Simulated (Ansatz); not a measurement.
This input was run:

```
crystal:
  lattice:
    - [6.2855222178, 0.0, 0.0]
    - [-3.1427611089, 5.4434219167, 0.0]
    - [0.0, 0.0, 24.4151342502]
  atoms:
    - { symbol: C, position: [0.1666666667, 0.3333333333, 0.3276656158] }
    - { symbol: C, position: [0.1666666667, 0.8333333333, 0.3276656158] }
    - { symbol: C, position: [0.6666666667, 0.3333333333, 0.3276656158] }
    - { symbol: C, position: [0.6666666667, 0.8333333333, 0.3276656158] }
    - { symbol: Ta, position: [0.3333333333, 0.1666666667, 0.3802160888] }
    - { symbol: Ta, position: [0.3333333333, 0.6666666667, 0.3802160888] }
    - { symbol: Ta, position: [0.8333333333, 0.1666666667, 0.3802160888] }
    - { symbol: Ta, position: [0.8333333333, 0.6666666667, 0.3802160888] }
    - { symbol: C, position: [0.5, 0.5, 0.4327665616] }
    - { symbol: C, position: [0.5, 0.0, 0.4327665616] }
    - { symbol: C, position: [0.0, 0.5, 0.4327665616] }
    - { symbol: C, position: [0.0, 0.0, 0.4327665616] }
    - { symbol: Ta, position: [0.6670815039, 0.3335189134, 0.4866587307] }
    - { symbol: Ta, position: [0.6670145148, 0.8334937355, 0.4863440884] }
    - { symbol: Ta, position: [0.1661760396, 0.3334748204, 0.486800523] }
    - { symbol: Ta, position: [0.1661188753, 0.8326396125, 0.4867957886] }
    - { symbol: C, position: [0.8342932039, 0.665936295, 0.540145763] }
    - { symbol: C, position: [0.8344058964, 0.1682844968, 0.5401468772] }
    - { symbol: C, position: [0.3316622505, 0.6657893475, 0.5403969773] }
    - { symbol: C, position: [0.3333771016, 0.1666703438, 0.5400540489] }
    - { symbol: Ta, position: [-0.0012378009, 0.4993681998, 0.5896233708] }
    - { symbol: Ta, position: [-0.0009503393, -0.0005807822, 0.5872112447] }
    - { symbol: Ta, position: [0.5012001615, 0.5014639487, 0.5872294347] }
    - { symbol: Ta, position: [0.5012281739, -0.0003046657, 0.587213613] }
basis:
  ecutwfc: 420
kpoints:
  mp_grid: { grid: [4, 4, 1] }
hamiltonian:
  xc: pbe
  dispersion: d3bj
scf:
  occupations: { method: gaussian, width: 0.1 }
output:
  forces: true
  eigenvalues: true
  write_density: true
  volumetric_format: npy
efield:
  axis: 3
  dipole_correction: true
  ramp_width: 0.04
```

Launched with:
```bash
ansatz run input.yaml --threads 4 --pin off --max-ram 12288MiB --backend cpu --events-out ev --progress --plain --runs-dir out
```

What does the potential across the slab give for the work function?

The work function is 4.72 eV at the right face and 6.81 eV at the left. The vacuum level is 2.09 eV higher at the left than at the right, so the slab carries a dipole along its normal; the ramp in the vacuum, at or near the edge of the plot, is the dipole correction that keeps each side flat. The outermost atoms are 6.4 Å apart, which leaves 18.0 Å of vacuum in a cell 24.4 Å high.

The atoms aren't at rest in this cell (largest force 3.4 eV/Å), so the relaxed material can differ. Spin-orbit coupling is left out, which matters for Ta.

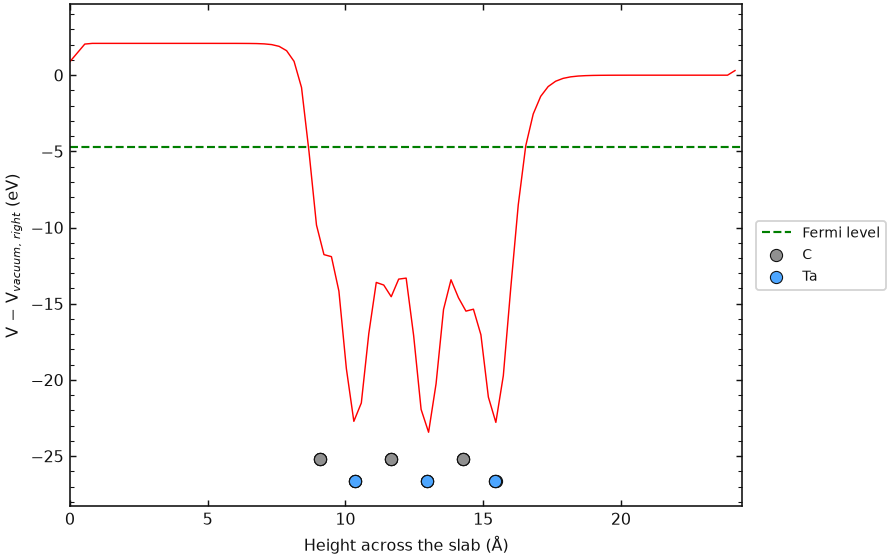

Plane-averaged electrostatic potential energy of an electron across the slab; circles at the bottom mark the heights of the atoms.
